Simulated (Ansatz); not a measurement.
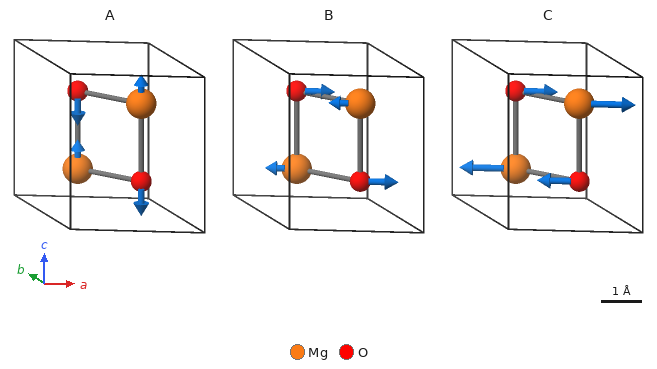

Three optical modes of a crystal of MgO relaxed at 3 GPa at the zone centre, in no order (one member of each degenerate set). Displacements are drawn as blue arrows; their common scale and sign are arbitrary. Style: ball-and-stick. Shown: the cell of the calculation, slightly off an axis.

Level of theory: DFT LDA, scalar-relativistic, plane waves, PAW in Ansatz. Set-up: plane-wave cutoff 420 eV; k-point mesh 12 × 12 × 6; occupations fixed; target pressure 3 GPa; no spin polarisation.

Frequencies are those without the non-analytic (LO–TO) term.

**Order them from the lowest to the highest frequency (imaginary ones first).**

C (298 cm⁻¹), A (413 cm⁻¹), B (530 cm⁻¹). C, E₂g: All motion is along a; atoms of one kind move against one another, with no net shift of any sublattice; it mainly bends the Mg–O bonds; the kinetic energy is shared as Mg 72 %, O 28 %. A, A₂u: The O sublattice moves against the Mg sublattice, along c; it stretches the Mg–O bonds (2.06 Å); the kinetic energy is shared as O 60 %, Mg 40 %. B, E₁u: The O sublattice moves against the Mg sublattice, along a; it stretches the shortest Mg–O bonds (1.98 Å); the kinetic energy is shared as O 60 %, Mg 40 %.
